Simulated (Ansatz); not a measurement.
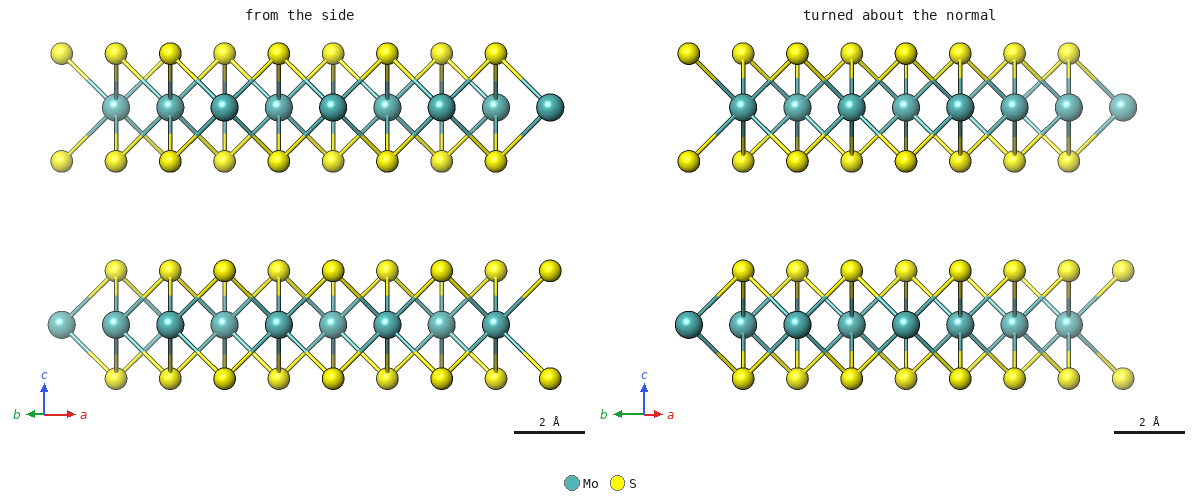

A ball-and-stick picture of a periodic slab, seen from the side and turned about the normal. The surface normal points up in side views; the vacuum is left out. 4×3 cells are drawn in the plane, with atoms at the edges repeated.

The cell holds 2 Mo, 4 S.

How is each face terminated?

Answer. The top face ends in S, the bottom face in S. The two faces are alike.

How far does the slab extend along the normal?

Answer. About 9 Å from the lowest to the highest atom.

What layers make up the slab, from top to bottom?

Answer. Six planes: S / Mo / S / S / Mo / S.

The model was built from a structure listed in the Materials Project. What is shown is the relaxed result from Ansatz 0.2.0, DFT PBEsol, scalar-relativistic, plane waves, PAW.
